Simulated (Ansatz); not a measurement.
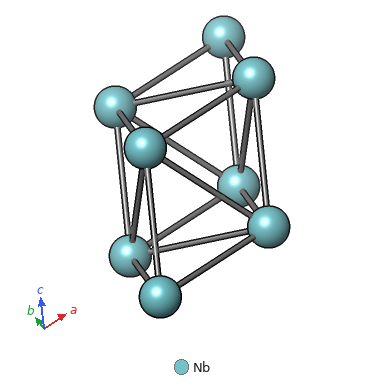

System: Nb, space group Fm-3m (No. 225). The picture shows the cell.

Starting cell:
```
CELL_PARAMETERS angstrom
0.00000 2.11500 2.11500
2.11500 0.00000 2.11500
2.11500 2.11500 0.00000
ATOMIC_POSITIONS crystal
Nb 0.00000 0.00000 0.00000
```

Computed with Ansatz 0.2.0: homogeneous strain of a crystal along one Voigt pattern with engineering shear, fractional coordinates fixed, by plane-wave density functional theory with PAW datasets, free energies less that of the undisturbed cell; scalar-relativistic. Level: r2SCAN, no spin polarisation.

wave cutoff 500 eV; k mesh 20×20×20; occupations Gaussian; smearing width 0.15 eV; k shift (0, 0, 0) (mesh steps); start as given; strain pattern (0, 0, 1, 0, 0, 0) (xx yy zz yz xz xy with engineering shear).

Predict the energy change and tensile stress summed over the strain pattern against strain. The strain takes the values −0.0200, −0.0150, −0.0100, −0.0050, 0.0000, 0.0050, 0.0100, 0.0150, 0.0175, 0.0200.

The energy falls towards negative values, so the start isn't a stationary minimum along this path. The energy change rises from −5.66 meV/atom at strain −0.0200 to 4.54 meV/atom at 0.0200. The tensile stress summed over the strain pattern goes from 2.818 GPa at strain −0.0200 to 2.002 GPa at 0.0200, not monotonically, with a low of 1.875 GPa at 0.0100. The slope of stress against strain at the start, which at zero pressure is the clamped-ion constant C33, is −26.9 GPa.

```tsv
strain	energy change (meV/atom)	tensile stress summed over the strain pattern (GPa)
-0.0200	-5.66	2.818
-0.0150	-4.06	2.601
-0.0100	-2.59	2.382
-0.0050	-1.24	2.183
0.0000	0.00	2.021
0.0050	1.16	1.915
0.0100	2.27	1.875
0.0150	3.39	1.905
0.0175	3.95	1.946
0.0200	4.54	2.002
```

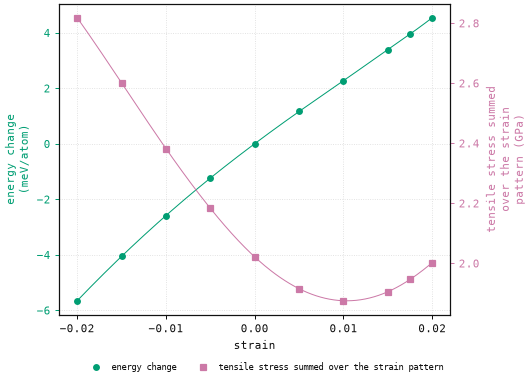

Limits of the calculation: reference crystal is not relaxed.
